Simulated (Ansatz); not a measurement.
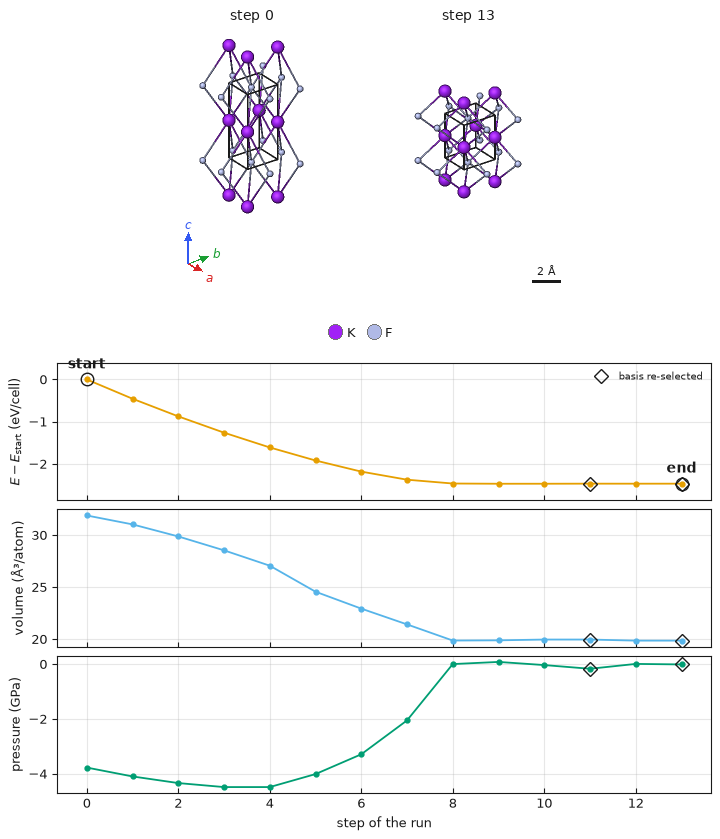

First and last geometry of a relaxation of solid KF (a generated structure, set up in P-6m2), with the history of the run. The picture is a ball-and-stick view of the cell of the calculation, seen slightly off an axis.

Theory: DFT PBE, scalar-relativistic, plane waves, PAW in Ansatz 0.2.0.

The input:
```yaml
crystal:
  lattice:
    - [3.60206156, 0.0, 0.0]
    - [-1.80103078, 3.11947682, 0.0]
    - [0.0, 0.0, 5.67562517]
  atoms:
    - { symbol: K, position: [0.0, 0.0, 0.5] }
    - { symbol: F, position: [0.66666667, 0.33333333, 0.0] }
basis:
  ecutwfc: 420
kpoints:
  mp_grid: { grid: [12, 12, 6] }
hamiltonian:
  xc: pbe
scf:
  occupations: { method: gaussian, width: 0.02 }
output:
  forces: true
  stress: true
  eigenvalues: true
relax:
  adjacent_minimum: "off"
  f_tol: 0.01
  max_steps: 80
  cell: { stress_tol: 0.05 }
```

Run as
```bash
ansatz run input.yaml --threads 1 --pin off --max-ram 2560MiB --backend cpu --events-out ev --progress --plain --runs-dir out
```

What do the curves and the structures tell?

It converged. The energy falls by 2.467 eV per cell of the calculation in 11 accepted moves (13 points after the start). All forces vanish by symmetry, so only the cell relaxes. The pressure goes from −3.77 to −0.01 GPa. At 2 points the geometry stayed and the basis and grid were re-selected for the new cell (energy shift of 1.8 meV per cell of the calculation at most each time). The atoms keep their places relative to the cell (all moves are under 0.005 Å). Cell: a = b 3.602 → 3.693 Å (+2.5 %), c 5.676 → 3.362 Å (−40.8 %). Volume −37.7 %. Among the contacts that change: K1–K1 5.676 → 3.362 Å, K1–F2 3.518 → 2.715 Å. The space group stays P-6m2 (No. 187).

```csv
step,"E − E(0), meV/atom","pressure, GPa","volume, Å³/atom",note
0,0.00,-3.77,31.887,
1,-228.25,-4.10,31.030,
2,-437.03,-4.34,29.872,
3,-629.82,-4.48,28.537,
4,-804.83,-4.48,27.061,
5,-959.35,-4.01,24.559,
6,-1090.89,-3.29,22.934,
7,-1186.62,-2.05,21.418,
8,-1231.87,0.00,19.866,
9,-1234.60,0.08,19.886,
10,-1234.47,-0.03,19.960,
11,-1233.59,-0.17,19.960,"same geometry, new basis"
12,-1233.86,0.01,19.858,
13,-1233.68,-0.01,19.858,"same geometry, new basis"
```
